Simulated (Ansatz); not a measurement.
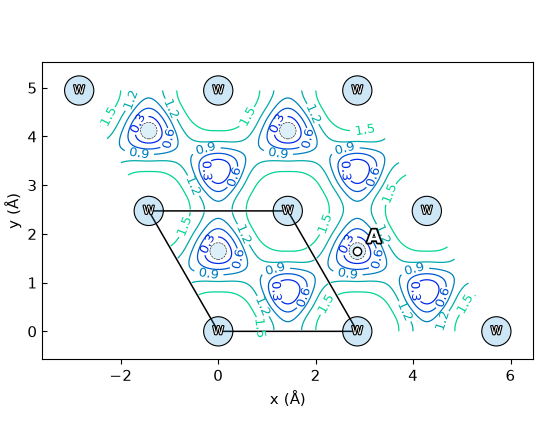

S on a W(111) slab cut from the Fm-3m phase, its upper half relaxed before the scan (3 atoms of substrate and one adsorbate in a 1 × 1 cell). S is moved over the surface cell; relaxed at each place: the height of the adsorbate's atoms; substrate rigid; the origin of the map has the adsorbate above W3. Places are given modulo a cell vector. The map is drawn in real space over the plane of the surface. Grid: 6 × 6 points; 10 points were computed and 26 follow by symmetry. Energies: eV, counted from the lowest grid point. With one adsorbate in each 1 × 1 cell, its nearest image is 2.9 Å away, so neighbouring adsorbates interact. Level of theory: DFT PBE, scalar-relativistic, plane waves, PAW (Ansatz 0.2.0). Settings: cutoff 420 eV, k-mesh 9×9×1, gaussian smearing 0.1 eV, no spin polarisation.

Drawn: contour lines labelled in eV, labelled circles for the atoms of the top layer and small ones for the second layer, the outline of one cell of the 2 × 2 shown, the point A. Between grid points the surface is interpolated.

**What is the easiest way out of the well at A, and how high is the barrier?**

The easiest path leads from the well at a threefold hollow over a second-layer W atom, (2/6, 4/6) of the cell vectors to the well at a threefold hollow over a third-layer W atom, (4/6, 2/6) of the cell vectors, about 0.038 eV higher. Its highest point lies about 0.99 eV above the bottom of the first well on the interpolated surface, at a bridge site between two W atoms, (0/6, 3/6) of the cell vectors. This is the barrier on the constrained surface; relaxing the other coordinates would change it.

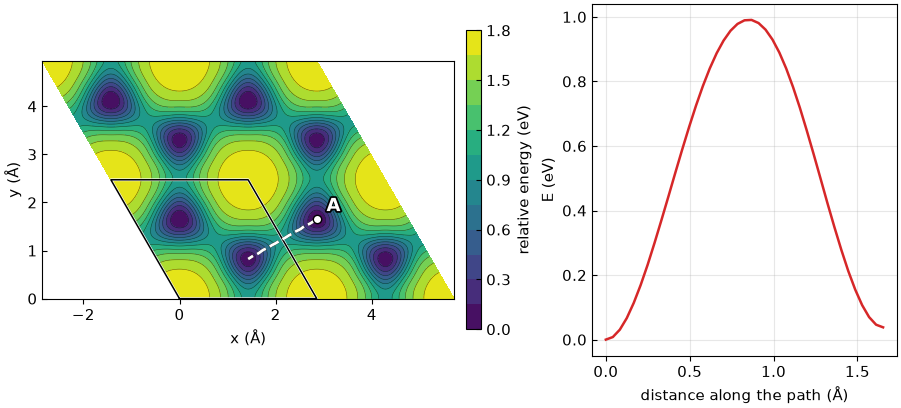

In the figure: filled contours, a line along the lowest path, the outline of one cell of the 2 × 2 shown, the energy along the path at the right. Between grid points the surface is interpolated.
